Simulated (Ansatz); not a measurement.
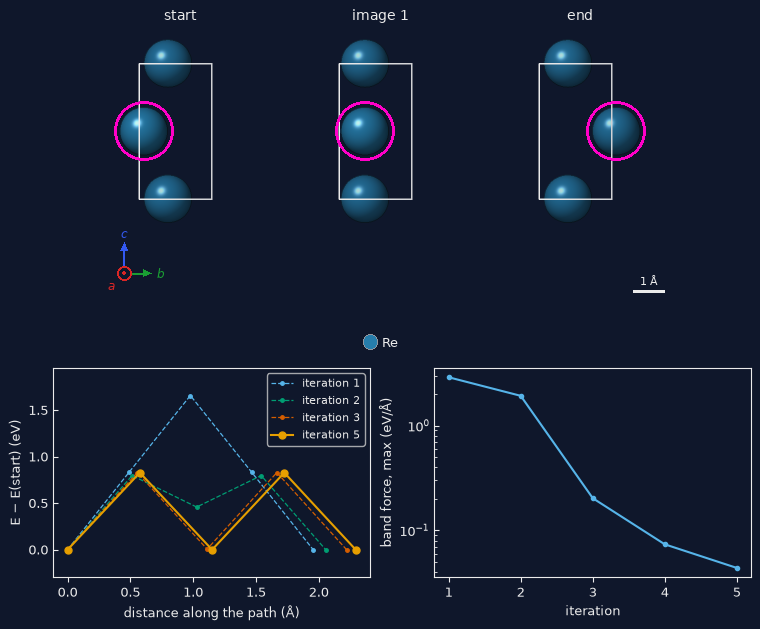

A nudged-elastic-band calculation for a 2-atom cell of Re (set up in P6_3/mmc). Images are numbered from 0 (start) to 4 (end). The plot follows the band through its iterations. A spheres-only model of the simulation cell (origin moved), seen along the a axis. The moving atom is ringed, with any periodic copies.

The calculation used Ansatz, DFT, PBE, all-electron LAPW, scalar-relativistic. Run with plane-wave cutoff 443 eV; k-point mesh 9 × 9 × 5; Fermi-Dirac smearing 0.05 eV; 3 movable images; climbing image.

How did the profile develop, and is the result final?

Answer. The result isn't final. The run hit its time limit after 5 iterations, unconverged. The largest component of the band force went from 2.9 to 0.044 eV/Å. The barrier read from it is provisional, though the highest image hardly moved in the last two iterations. The first iteration put the highest image at 1.66 eV. The barrier is about 0.83 eV in both directions, with image 1 at the top; the ends have the same energy. The profile has 2 maxima (images 1, 3) with a dip at image 2 (0.00 eV), which on an unconverged band is provisional.
